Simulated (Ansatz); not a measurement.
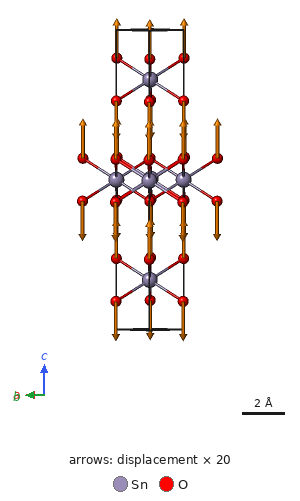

A relaxation of solid SnO₂ (set up in R-3m) (coarse preliminary run). The starting structure is drawn; orange arrows show the displacements (the part carried along by the change of the cell is left out), magnified 20 times.

Style: ball-and-stick. Shown: the conventional cell (3 times the calculation's cell), from a free direction. Lengths and directions refer to the drawn axes.

Method: DFT LDA, scalar-relativistic, plane waves, PAW in Ansatz 0.2.0.

Input
```yaml
crystal:
  lattice:
    - [1.6170930752, 0.9336291223, 4.800592584]
    - [-1.6170930752, 0.9336291223, 4.800592584]
    - [0.0, -1.8672582446, 4.800592584]
  atoms:
    - { symbol: Sn, position: [0.5, 0.5, 0.5] }
    - { symbol: O, position: [0.23717, 0.23717, 0.23717] }
    - { symbol: O, position: [0.76283, 0.76283, 0.76283] }
basis:
  ecutwfc: 420
kpoints:
  mp_grid: { grid: [6, 6, 6] }
hamiltonian:
  xc: lda
scf:
  occupations: { method: gaussian, width: 0.1 }
output:
  forces: true
  stress: true
  eigenvalues: true
relax:
  adjacent_minimum: "off"
  f_tol: 0.05
  max_steps: 80
  cell: { stress_tol: 0.5 }
```

Run as
```bash
ansatz run input.yaml --threads 2 --pin off --max-ram 5120MiB --backend cpu --events-out ev --progress --plain --runs-dir out
```

Q: Atoms of which element are displaced furthest, and by how much?

A: Oxygen: up to 0.096 Å, against 0.000 Å for tin.

Q: What did the optimiser do to the structure, and how much energy did it gain?

A: Over 6 accepted moves (8 points after the start) the energy falls by 45.1 meV per atom. Largest force component: 0.68 eV/Å at the start, 0.0017 eV/Å at the end. Pressure: −9.14 GPa at the start and −0.08 GPa at the end. At 2 points the geometry stayed and the basis and grid were re-selected for the new cell (energy shift of 5.8 meV per atom at most each time). The largest moves relative to the cell, 0.096 Å, are those of O2 and O3. O3 goes along −c. Sn stays in place. The drawn cell changes as follows: a = b 3.234 → 3.206 Å (−0.9 %), c 14.402 → 12.295 Å (−14.6 %); the volume changes by −16.1 %. Some distances before and after: Sn1–O2 2.125 → 2.087 Å. The space group stays R-3m (No. 166). The run took 4.1 s on 2 threads of Intel(R) Xeon(R) 6975P-C (Granite Rapids), with other jobs on the host, peak memory 0.36 GiB.
